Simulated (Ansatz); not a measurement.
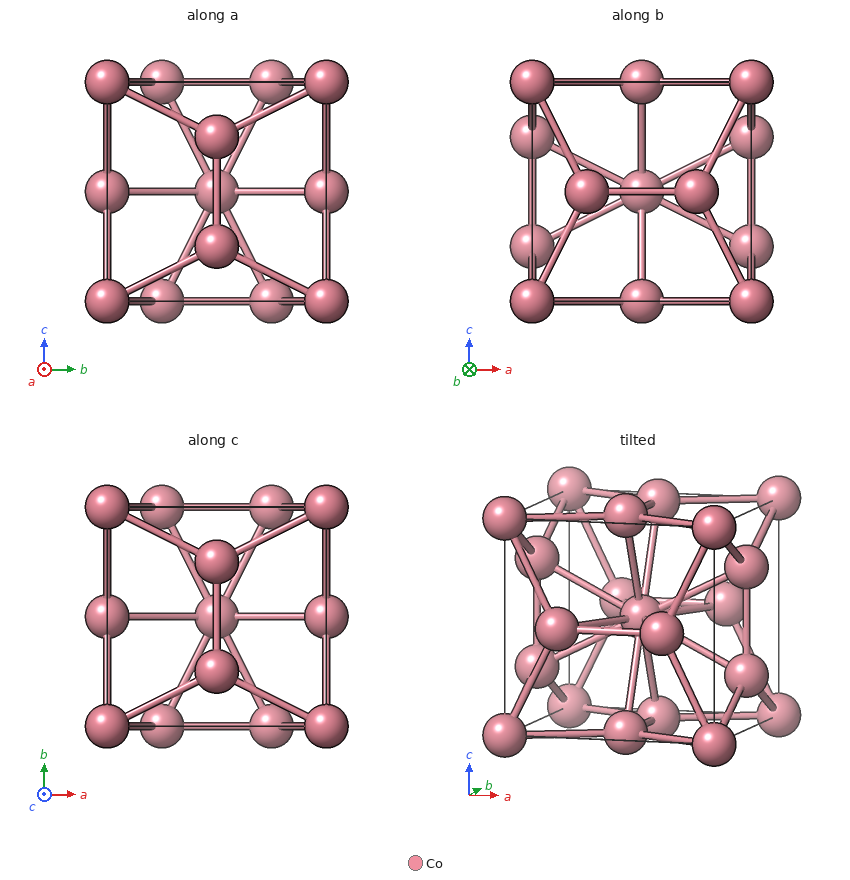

View along the a axis, along the b axis, along the c axis and slightly off an axis, drawn as a ball-and-stick model. The conventional unit cell is outlined; an atom on or near a face, edge or corner is repeated at each equivalent position.

Lattice parameters: a = 4.5331 Å, b = 4.5331 Å, c = 4.5331 Å, α = 90.000°, β = 90.000°, γ = 90.000°.

> Record the structure as a CIF with its space group and independent sites.

```cif
data_structure
_symmetry_space_group_name_H-M 'P m -3 n'
_symmetry_Int_Tables_number 223
_cell_length_a 4.5331
_cell_length_b 4.5331
_cell_length_c 4.5331
_cell_angle_alpha 90.000
_cell_angle_beta 90.000
_cell_angle_gamma 90.000
_cell_volume 93.15
loop_
_atom_site_label
_atom_site_type_symbol
_atom_site_symmetry_multiplicity
_atom_site_Wyckoff_symbol
_atom_site_fract_x
_atom_site_fract_y
_atom_site_fract_z
_atom_site_occupancy
Co1 Co 2 a 0.0000 0.0000 0.0000 1
Co2 Co 6 c 0.2500 0.0000 0.5000 1
```

Its origin is a structure type filled with this element by a generator (whether the element takes this form wasn't checked). Earlier steps of the study may have refined or changed the cell and positions. It was run through Ansatz as a DFT input.
